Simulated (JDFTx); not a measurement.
C: band-structure run

- system: C (2 atoms in the cell)
- method: Kohn-Sham DFT of a periodic cell, PBEsol, PseudoDojo-SR-PBEsol-0.4.1-standard, no spin polarisation (JDFTx 1.7.0 (patched build))

The structure derives from an entry of the Crystallography Open Database.

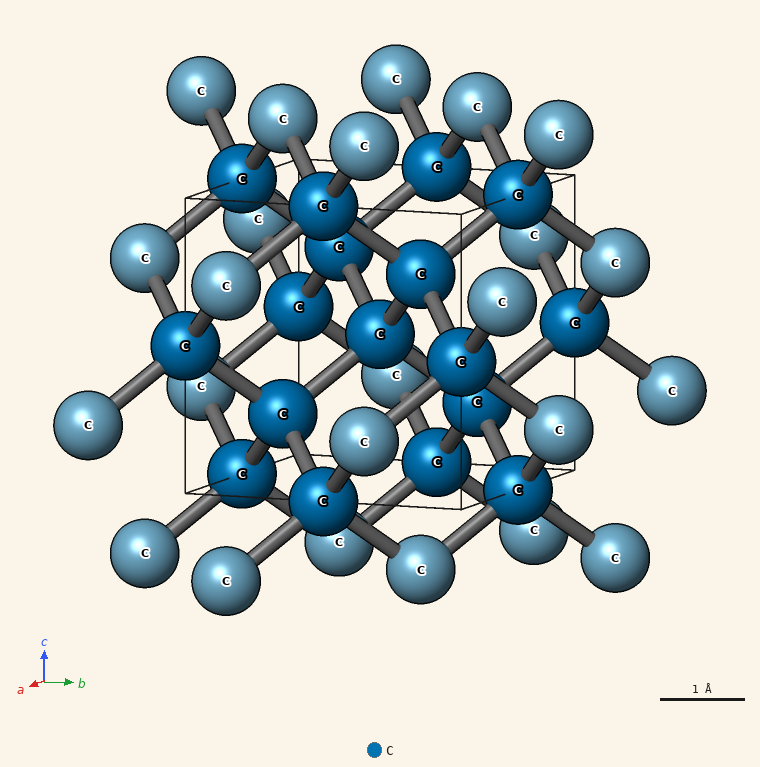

*The input geometry (ball-and-stick view of the cell 4 times as large as that of the calculation, set on its symmetry axes, seen slightly off an axis; neighbours outside the cell are drawn fainter).*

Near neighbours in the crystal (not all of them lie inside the picture): C has 4 C at 1.54 Å.

Input
```
lattice Face-Centered Cubic 6.7401617577
coords-type Lattice
ion C      0.7500000000     0.7500000000     0.7500000000 1
ion C      0.5000000000     0.5000000000     0.5000000000 1

ion-species pseudo/C.upf
elec-cutoff 41 328
elec-ex-corr gga-PBEsol
elec-smearing Fermi 0.0018374661
elec-n-bands 9
electronic-minimize nIterations 30 energyDiffThreshold 1e-06
davidson-band-ratio 1.3
forces-output-coords Cartesian
include path.kpoints
symmetries none
fix-electron-density run.$VAR

dump-name bands.$VAR
dump End Ecomponents EigStats BandEigs Kpoints Forces
```

File path.kpoints
```
kpoint +0.0000000000 +0.0000000000 +0.0000000000 0.020000000000
kpoint +0.0714285714 +0.0000000000 +0.0714285714 0.020000000000
kpoint +0.1428571429 +0.0000000000 +0.1428571429 0.020000000000
kpoint +0.2142857143 +0.0000000000 +0.2142857143 0.020000000000
kpoint +0.2857142857 +0.0000000000 +0.2857142857 0.020000000000
kpoint +0.3571428571 +0.0000000000 +0.3571428571 0.020000000000
kpoint +0.4285714286 +0.0000000000 +0.4285714286 0.020000000000
kpoint +0.5000000000 +0.0000000000 +0.5000000000 0.020000000000
kpoint +0.5000000000 +0.0833333333 +0.5833333333 0.020000000000
kpoint +0.5000000000 +0.1666666667 +0.6666666667 0.020000000000
kpoint +0.5000000000 +0.2500000000 +0.7500000000 0.020000000000
kpoint +0.4375000000 +0.3125000000 +0.7500000000 0.020000000000
kpoint +0.3750000000 +0.3750000000 +0.7500000000 0.020000000000
kpoint +0.3281250000 +0.3281250000 +0.6562500000 0.020000000000
kpoint +0.2812500000 +0.2812500000 +0.5625000000 0.020000000000
kpoint +0.2343750000 +0.2343750000 +0.4687500000 0.020000000000
kpoint +0.1875000000 +0.1875000000 +0.3750000000 0.020000000000
kpoint +0.1406250000 +0.1406250000 +0.2812500000 0.020000000000
kpoint +0.0937500000 +0.0937500000 +0.1875000000 0.020000000000
kpoint +0.0468750000 +0.0468750000 +0.0937500000 0.020000000000
kpoint +0.0000000000 +0.0000000000 +0.0000000000 0.020000000000
kpoint +0.0833333333 +0.0833333333 +0.0833333333 0.020000000000
kpoint +0.1666666667 +0.1666666667 +0.1666666667 0.020000000000
kpoint +0.2500000000 +0.2500000000 +0.2500000000 0.020000000000
kpoint +0.3333333333 +0.3333333333 +0.3333333333 0.020000000000
kpoint +0.4166666667 +0.4166666667 +0.4166666667 0.020000000000
kpoint +0.5000000000 +0.5000000000 +0.5000000000 0.020000000000
kpoint +0.5250000000 +0.4500000000 +0.5250000000 0.020000000000
kpoint +0.5500000000 +0.4000000000 +0.5500000000 0.020000000000
kpoint +0.5750000000 +0.3500000000 +0.5750000000 0.020000000000
kpoint +0.6000000000 +0.3000000000 +0.6000000000 0.020000000000
kpoint +0.6250000000 +0.2500000000 +0.6250000000 0.020000000000
kpoint +0.5625000000 +0.2500000000 +0.6875000000 0.020000000000
kpoint +0.5000000000 +0.2500000000 +0.7500000000 0.020000000000
kpoint +0.5000000000 +0.2916666667 +0.7083333333 0.020000000000
kpoint +0.5000000000 +0.3333333333 +0.6666666667 0.020000000000
kpoint +0.5000000000 +0.3750000000 +0.6250000000 0.020000000000
kpoint +0.5000000000 +0.4166666667 +0.5833333333 0.020000000000
kpoint +0.5000000000 +0.4583333333 +0.5416666667 0.020000000000
kpoint +0.5000000000 +0.5000000000 +0.5000000000 0.020000000000
kpoint +0.4791666667 +0.4791666667 +0.5416666667 0.020000000000
kpoint +0.4583333333 +0.4583333333 +0.5833333333 0.020000000000
kpoint +0.4375000000 +0.4375000000 +0.6250000000 0.020000000000
kpoint +0.4166666667 +0.4166666667 +0.6666666667 0.020000000000
kpoint +0.3958333333 +0.3958333333 +0.7083333333 0.020000000000
kpoint +0.3750000000 +0.3750000000 +0.7500000000 0.020000000000
kpoint +0.6250000000 +0.2500000000 +0.6250000000 0.020000000000
kpoint +0.5833333333 +0.1666666667 +0.5833333333 0.020000000000
kpoint +0.5416666667 +0.0833333333 +0.5416666667 0.020000000000
kpoint +0.5000000000 +0.0000000000 +0.5000000000 0.020000000000
```

Command:
```bash
jdftx -c 1 -i bands.in -o bands.out
```

What the program printed
```
*************** JDFTx 1.7.0 (patched build) ***************

Input parsed successfully to the following command list (including defaults):
[... the input with its defaults ...]

---------- Initializing the Grid ----------
R =
[            0      3.37008      3.37008  ]
[      3.37008            0      3.37008  ]
[      3.37008      3.37008            0  ]
unit cell volume = 76.551
G =
[  -0.932201   0.932201   0.932201  ]
[   0.932201  -0.932201   0.932201  ]
[   0.932201   0.932201  -0.932201  ]
Minimum fftbox size, Smin = [  40  40  40  ]
Chosen fftbox size, S = [  40  40  40  ]

---------- Initializing tighter grid for wavefunction operations ----------
R =
[            0      3.37008      3.37008  ]
[      3.37008            0      3.37008  ]
[      3.37008      3.37008            0  ]
unit cell volume = 76.551
G =
[  -0.932201   0.932201   0.932201  ]
[   0.932201  -0.932201   0.932201  ]
[   0.932201   0.932201  -0.932201  ]
Minimum fftbox size, Smin = [  28  28  28  ]
Chosen fftbox size, S = [  28  28  28  ]

---------- Exchange Correlation functional ----------
Initalized PBEsol GGA exchange.
Initalized PBEsol GGA correlation.

---------- Setting up pseudopotentials ----------
Width of ionic core gaussian charges (only for fluid interactions / plotting) set to 0

Reading pseudopotential file 'pseudo/C.upf':
  'C' pseudopotential, 'PBESOL' functional
  Generated using ONCVPSP code by D. R. Hamann
  4 valence electrons, 2 orbitals, 4 projectors, 1001 radial grid points, with lMax = 1
    2S    l: 0   occupation:  2.0   eigenvalue: -0.501565
    2P    l: 1   occupation:  2.0   eigenvalue: -0.192331
  Core radius for overlap checks: 1.21 bohrs.

Initialized 1 species with 2 total atoms.

Folded 50 k-points by 1x1x1 to 50 k-points.

---------- Setting up k-points, bands, fillings ----------
No reducable k-points.
Computing the number of bands and number of electrons
Calculating initial fillings.
nElectrons:   8.000000   nBands: 9   nStates: 50

----- Setting up reduced wavefunction bases (one per k-point) -----
average nbasis = 959.060 , ideal nbasis = 959.888

---------- Setting up ewald sum ----------
Optimum gaussian width for ewald sums = 1.530632 bohr.
Real space sum over 1331 unit cells with max indices [  5  5  5  ]
Reciprocal space sum over 2197 terms with max indices [  6  6  6  ]

---------- Allocating electronic variables ----------
Reading n from file 'run.n' ... done
Initializing wave functions:  linear combination of atomic orbitals
Note: number of bands (9) exceeds available atomic orbitals (8)

----------- Band structure minimization -------------
Minimization will be done independently for each quantum number.

---- Minimization of quantum number:     0  [ +0.0000000 +0.0000000 +0.0000000 ]  0.040000000 ----
BandDavidson: Iter:   0  Eband: +0.252089846710273
BandDavidson: Iter:   1  Eband: +0.222331606874231  dEband: -2.975824e-02
BandDavidson: Iter:   2  Eband: +0.217853289891184  dEband: -4.478317e-03
BandDavidson: Iter:   3  Eband: +0.217201017198077  dEband: -6.522727e-04
[... 574 lines of inner loops ...]
BandDavidson: Iter:   5  Eband: +0.217327225316419  dEband: -2.829291e-06
BandDavidson: Iter:   6  Eband: +0.217326650592390  dEband: -5.747240e-07
BandDavidson: Converged (dEband<1.000000e-06)
	FillingsUpdate:  mu: +0.549051197  nElectrons: 8.000000

Dumping 'bands.eigStats' ...
	eMin: -0.301046 at state 20 ( [ +0.000000 +0.000000 +0.000000 ] spin 0 )
	HOMO: +0.490911 at state 20 ( [ +0.000000 +0.000000 +0.000000 ] spin 0 )
	mu  : +0.549051
	LUMO: +0.639566 at state 5 ( [ +0.357143 +0.000000 +0.357143 ] spin 0 )
	eMax: +1.338604 at state 49 ( [ +0.500000 +0.000000 +0.500000 ] spin 0 )
	HOMO-LUMO gap: +0.148655
	Optical gap  : +0.204464 at state 0 ( [ +0.000000 +0.000000 +0.000000 ] spin 0 )
Done!
```

Key numbers

- outcome: converged
- space group (tolerance 0.01 Å): Fd-3m (227)
- electrons treated: 8
- gap on the band path: 4.05 eV
- hardware: 1 thread of Arm Neoverse V2, 24 GiB of memory available, shared host
- wall time: 3.4 s
- peak memory: 0.09 GiB
